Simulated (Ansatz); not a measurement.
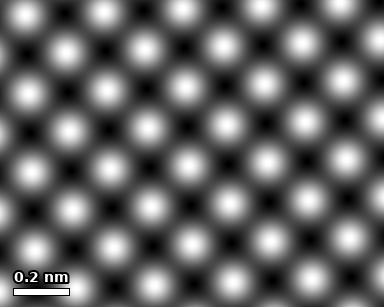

An image along [001] of one of the structures below (computed or model cells, partly hypothetical, each in its standard cell). Simulated as the projected potential of neutral atoms (B = 0.5 Å²) blurred by a 0.73 Å probe, the thin-sample limit of integrated differential phase contrast. The display is stretched by a gamma of 0.65; percentages refer to the linear signal.

A. Al
Space group Fm-3m (No. 225). a = 4.059 Å, b = 4.059 Å, c = 4.059 Å, α = 90.00°, β = 90.00°, γ = 90.00°
```tsv
atom	site	symmetry	x	y	z
Al	4a	m-3m	0.0000	0.0000	0.0000
```

B. Al
Space group Pm-3n (No. 223). a = 5.168 Å, b = 5.168 Å, c = 5.168 Å, α = 90.00°, β = 90.00°, γ = 90.00°
```tsv
atom	site	symmetry	x	y	z
Al	2a	m-3.	0.0000	0.0000	0.0000
Al	6c	-4m.2	0.2500	0.0000	0.5000
```

C. C
Space group Im-3m (No. 229). a = 2.388 Å, b = 2.388 Å, c = 2.388 Å, α = 90.00°, β = 90.00°, γ = 90.00°
```
atom  site  symmetry       x       y       z
   C    2a      m-3m  0.0000  0.0000  0.0000
```

D. Al
Space group Pm-3m (No. 221). a = 2.722 Å, b = 2.722 Å, c = 2.722 Å, α = 90.00°, β = 90.00°, γ = 90.00°
```json
{"atom": "Al", "site": "1a", "symmetry": "m-3m", "x": "0.0000", "y": "0.0000", "z": "0.0000"}
```

**Which structure was imaged?**

A, Al. Along [001] the projected cells are A 2.03 × 2.03 Å, 90°; B 5.17 × 5.17 Å, 90°; C 1.69 × 1.69 Å, 90°; D 2.72 × 2.72 Å, 90°. The image repeats as A does.

Structure A: the geometry given to an electronic-structure calculation, possibly off equilibrium.
